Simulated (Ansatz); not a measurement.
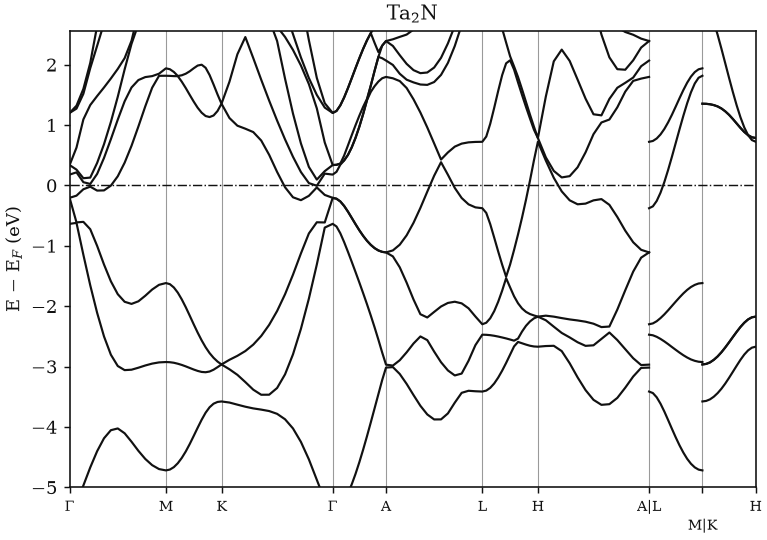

Band structure. Energies are counted from the Fermi level.

Input of the run:

```yaml
crystal:
  lattice:
    - [3.112861506, 0.0, 0.0]
    - [-1.556430753, 2.6958171426, 0.0]
    - [0.0, 0.0, 4.869841]
  atoms:
    - { symbol: Ta, position: [0.3333333333, 0.6666666667, 0.254711] }
    - { symbol: Ta, position: [0.6666666667, 0.3333333333, 0.745289] }
    - { symbol: "N", position: [0.0, 0.0, 0.0] }
hamiltonian:
  xc: r2scan
  pseudopotentials: { kind: paw }
kpoints:
  mp_grid: { grid: [10, 10, 6] }
  band_path:
    path:
      - [[0.0, 0.0, 0.0], [0.5, 0.0, 0.0], [0.3333333333, 0.3333333333, 0.0], [0.0, 0.0, 0.0], [0.0, 0.0, 0.5], [0.5, 0.0, 0.5], [0.3333333333, 0.3333333333, 0.5], [0.0, 0.0, 0.5]]
      - [[0.5, 0.0, 0.5], [0.5, 0.0, 0.0]]
      - [[0.3333333333, 0.3333333333, 0.0], [0.3333333333, 0.3333333333, 0.5]]
    npoints: 14
scf:
  occupations: { method: fermi_dirac, width: 0.05 }
  n_extra_bands: 7
output:
  forces: true
  stress: true
  eigenvalues: true
  fatbands: false
```

System: CdI2-type Ta2N, space group P-3m1 (No. 164), 3 atoms in the cell.

Ansatz 0.2.0; r2SCAN, Ansatz PAW, no spin polarisation, no spin-orbit coupling, 10×10×6 k mesh, 500 eV cutoff, Fermi-Dirac smearing of 0.05 eV.

Does this material conduct, going by its bands?

A metal: bands cross the Fermi level along this path.

Which levels at Γ lie nearest to the Fermi level?

At Γ the nearest levels lie 0.21 eV below and 0.18 eV above the Fermi level.

Spin-orbit coupling is left out, which matters for Ta. The PAW data sets were made with another functional. The cell is at −5 GPa in this functional. The cell comes from a database of computed structures, and whether it is the stable form of this composition wasn't checked. Bands are joined in order of energy, so crossings between the computed points show as kinks or gaps.
